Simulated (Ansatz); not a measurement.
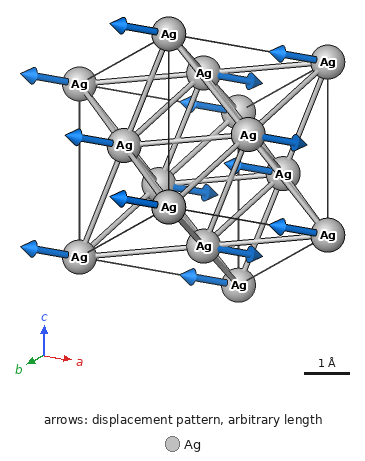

Lattice vibrations of crystalline Ag, space group Fm-3m (No. 225), at the zone centre of a doubled cell. The levels lie at 112 (×2), 164 cm⁻¹. One mode is drawn. The blue arrows are the displacements of the atoms (eigenvector over the root of the mass), of arbitrary overall length and sign. Style: ball-and-stick. Shown: the conventional cell (2 times the calculation's cell), from a free direction. Lengths and directions refer to the drawn axes.

Method: DFT PBEsol, scalar-relativistic, plane waves, PAW in Ansatz 0.2.0. Set-up: plane-wave cutoff 420 eV; k-point mesh 16 × 16 × 12; occupations gaussian; smearing width 0.15 eV; no spin polarisation.

Q: Which of these frequencies is the drawn mode's?

A: The level at 164 cm⁻¹. This is a non-degenerate mode, the highest level (the three translations aside). All motion is along a; atoms of one kind move against one another, with no net shift of their sublattice. It changes sign from one half of the doubled cell to the other: it belongs to the zone boundary, q = (0, 1/2, 1/2) in the reciprocal vectors of the undoubled cell.
